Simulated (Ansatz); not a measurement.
System: MgH₂.

Space group Fm-3m. The cell comes from a database of computed structures, not from a measurement.

Input file:

```
crystal:
  lattice:
    - [0.0, 2.3810671667, 2.3810671667]
    - [2.3810671667, 0.0, 2.3810671667]
    - [2.3810671667, 2.3810671667, 0.0]
  atoms:
    - { symbol: Mg, position: [0.0, 0.0, 0.0] }
    - { symbol: H, position: [0.75, 0.75, 0.75] }
    - { symbol: H, position: [0.25, 0.25, 0.25] }
basis:
  ecutwfc: 420
  fft_grid_basis: typed
kpoints:
  mp_grid: { grid: [12, 12, 12] }
hamiltonian:
  xc: pbe
scf:
  occupations: { method: gaussian, width: 0.05 }
output:
  forces: true
  stress: true
  eigenvalues: true
  bader: true
  write_density: true
  volumetric_format: npy
  elf: true
```

Run with:

```sh
ansatz run input.yaml --threads 1 --pin off --max-ram 2560MiB --backend cpu --events-out ev --progress --plain --runs-dir out
```

The picture shows the conventional cell (a = 4.76 Å, b = 4.76 Å, c = 4.76 Å, α = 90.00°, β = 90.00°, γ = 90.00°).

These are results of DFT PBE, scalar-relativistic, plane waves, PAW in Ansatz 0.2.0, not measurements.

**How does the converged density differ from a superposition of free atoms?**

H–Mg (2.06 Å): Δρ is −0.014 e/Å³ at the midpoint (close to a masked core, so read it with care).
- Mg–Mg (3.37 Å): Δρ is about zero at the midpoint.
- Over the whole cell, outside the masked cores, the largest gain lies at the edge of the masked core of H, and the largest loss lies at the edge of the masked core of Mg.
- The rearranged charge, half the integral of |Δρ|, is about 0.18 e an atom.
- Bader charges: Mg +1.68 and H −0.84 e.

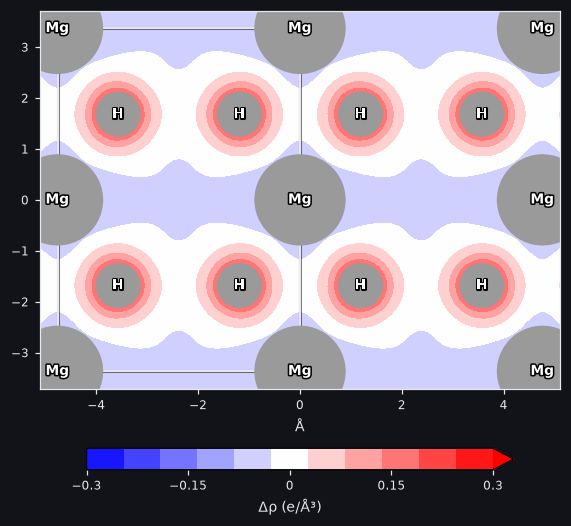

Computed deformation density: a map on the (101) plane of the conventional cell, with grey discs over the atomic cores.

Cores are masked to 0.9 Å (Mg) and 0.4 Å (H).

Core electrons are frozen (PAW), so the fields are smoothed inside the atomic spheres.
